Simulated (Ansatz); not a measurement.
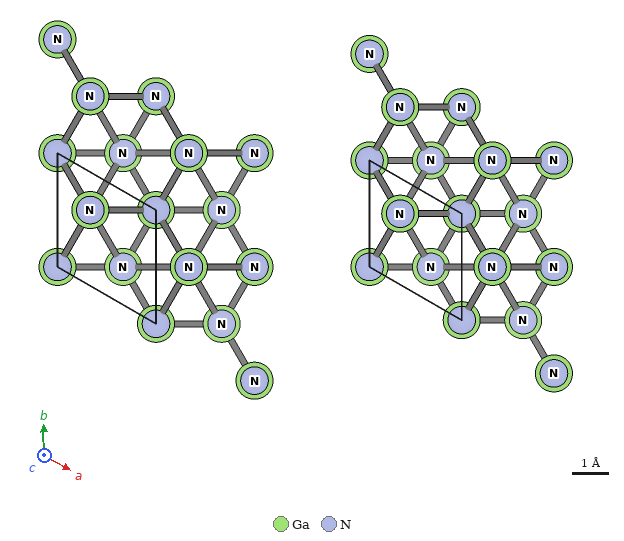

Two geometries of crystalline GaN (a generated structure, set up in P6_3mc) (coarse preliminary run), drawn at one scale. One is the start of a relaxation, the other its converged end. The picture is a ball-and-stick view of the cell of the calculation, repeated 2 × 2 × 1 with one cell outlined, seen along the c axis.

These are results of DFT PBE, scalar-relativistic, plane waves, PAW (Ansatz 0.2.0), not measurements. Settings: plane-wave cutoff 420 eV; k-point mesh 6 × 6 × 2; occupations gaussian; smearing width 0.1 eV; no spin polarisation; cell and atoms relaxed; force threshold 0.04 eV/Å; at most 70 steps.

Which geometry has the lower energy?

The left one is the relaxed one. The atoms keep their places relative to the cell (all moves are under 0.005 Å). The drawn cell changes as follows: a = b 3.011 → 3.216 Å (+6.8 %), c 14.751 → 15.741 Å (+6.7 %); the volume changes by +21.7 %. Among the contacts that change: Ga–N 1.844 → 1.969 Å. The space group stays P6_3mc (No. 186). After 5 accepted moves (7 points after the start) the energy has fallen by 289 meV per atom. Largest force component: 0.039 eV/Å at the start, 0.00053 eV/Å at the end. The pressure goes from 52.33 to 0.14 GPa. At 2 points the geometry stayed and the basis and grid were re-selected for the new cell (energy shift of 15.9 meV per atom at most each time).
